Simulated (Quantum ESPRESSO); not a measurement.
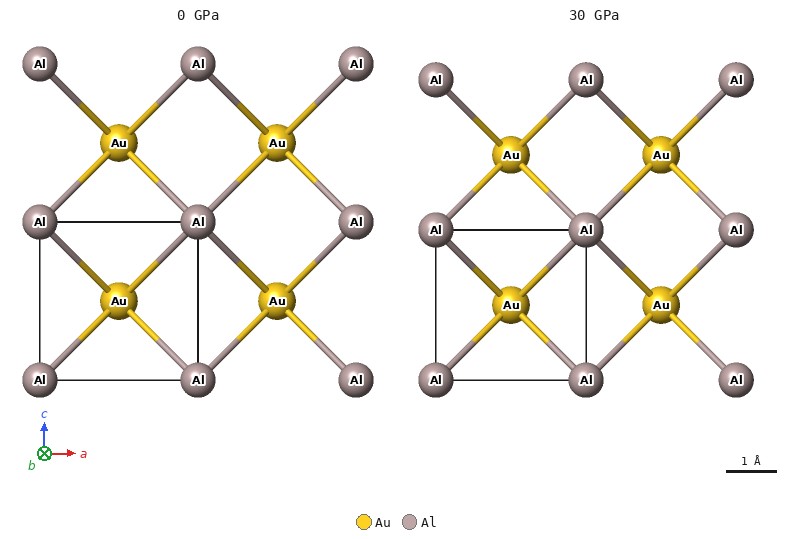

A crystal of AlAu (set up in Pm-3m), relaxed (cell and atoms) at several target pressures. The picture shows the first and the last member. A ball-and-stick model of the cell of the calculation, repeated 2 × 1 × 2 with one cell outlined, seen along the b axis.

Computed with Quantum ESPRESSO 7.5: PBEsol, GBRV 1.5 PBEsol. Set-up: plane-wave cutoff 707.5 eV; k-point mesh 8 × 8 × 8; occupations fermi-dirac; smearing width 0.05 eV; no spin polarisation.

```csv
pressure (GPa),volume (Å³/atom),a (Å)
0,15.992,3.174
2,15.752,3.158
5,15.430,3.137
10,?,?
20,14.257,3.055
30,13.703,3.015
```

Estimate the missing row from the others, and compare with the calculation.

Answer. Murnaghan's form V = V₀(1 + B′P/B₀)^(−1/B′), with V₀ = 15.992 Å³ from the row at zero pressure, fits the other rows with B₀ = 128 GPa and B′ = 5.09 (largest miss 0.003 Å³). At 10 GPa it gives 15.992 × (1 + 5.09 × 10/128)^(−1/5.09) = 14.974 Å³ per atom. The calculation gives 14.972 Å³/atom (a = 3.105 Å). The estimate is 0.002 Å³/atom too high. From the first member to the last: Al–Au 2.749 → 2.611 Å.

The whole series:

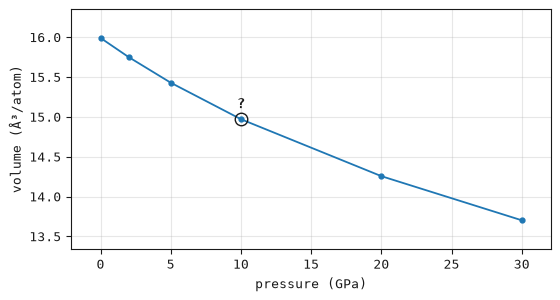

Each member starts from this one structure; whether another phase lies lower wasn't checked.
